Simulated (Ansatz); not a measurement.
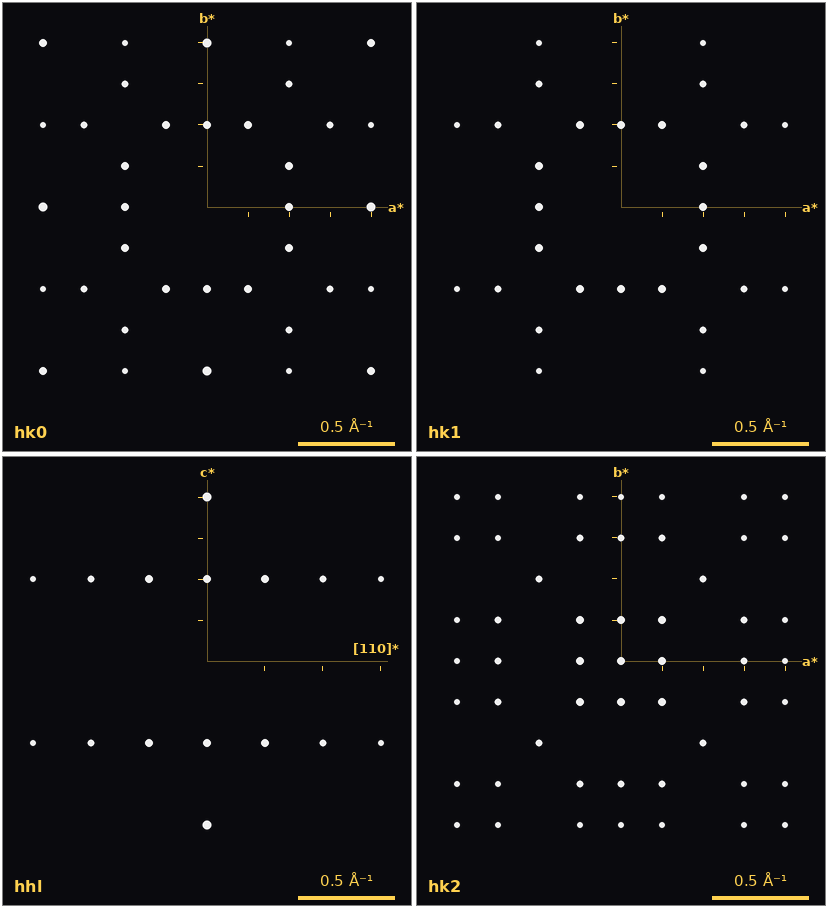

Four undistorted layers of reciprocal space, calculated for a single crystal (X-rays, kinematic |F|², B = 0.5 Å²). Tick marks count the reciprocal lattice steps of the conventional cell along each axis.

Read the reciprocal cell and give the direct cell.

a* = 0.214, b* = 0.214, c* = 0.214 Å⁻¹; the cell is cubic with a = 4.68 Å.

List the systematic absences.

Reflections are present only under these conditions. hkl: no condition; hk0: no condition; hhl: l = 2n; h00: h = 2n. The lattice is primitive (P). Further gaps, such as 0 4 1, 4 0 1, 1 4 0, come from atoms on special positions, not from the group's general conditions. A few very weak reflections are below the display threshold.

Which space groups fit?

The intensities have Laue symmetry m-3m (the hk0 layer shows 4mm, hk1 shows 4mm). With these conditions the candidates are P-43n (No. 218), Pm-3n (No. 223). Diffraction geometry alone does not choose among them; the structure has Pm-3n. The compound is V. Structure: the input geometry of an electronic-structure calculation (not necessarily at equilibrium); the starting structure was generated, so it need not be a known form of this composition.
